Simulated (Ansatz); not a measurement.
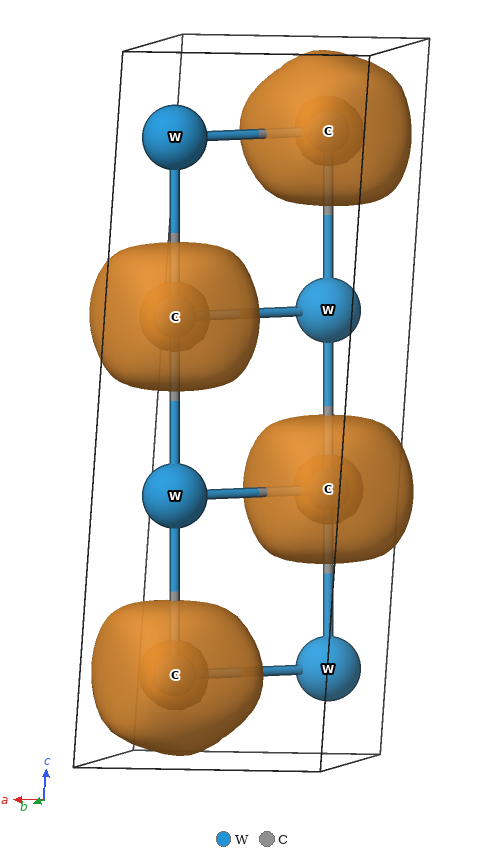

*WC. Isosurface of the electron localisation function at 0.55 (orange), seen at an oblique angle. Core shells and regions of very low density are left out. Sticks mark near contacts.*

Space group P2₁/m; a structure from a database of computed crystals, not necessarily the ambient phase; not relaxed (largest force 0.7 eV/Å).

Theory: DFT PBEsol, scalar-relativistic, plane waves, PAW in Ansatz 0.2.0.

In a PAW calculation such maps are meaningful between the atoms, not at the nuclei.

**Describe the localisation domains.**

At this value the surface marks out four regions wrapped around C (the valence shell of each), counted in one cell of 8 atoms. Regions shared between cells count once.

Values along the shortest contacts:
W–C (2.17 Å): the ELF peaks at about 0.75 in the valence shell of C, 0.7 Å from its nucleus, and is about 0.25 at the midpoint. W–W (2.82 Å): the ELF is about 0.40 at the midpoint.

**Does the calculation give a band gap?**

It is metallic or semimetallic at this level of theory: no gap opens.
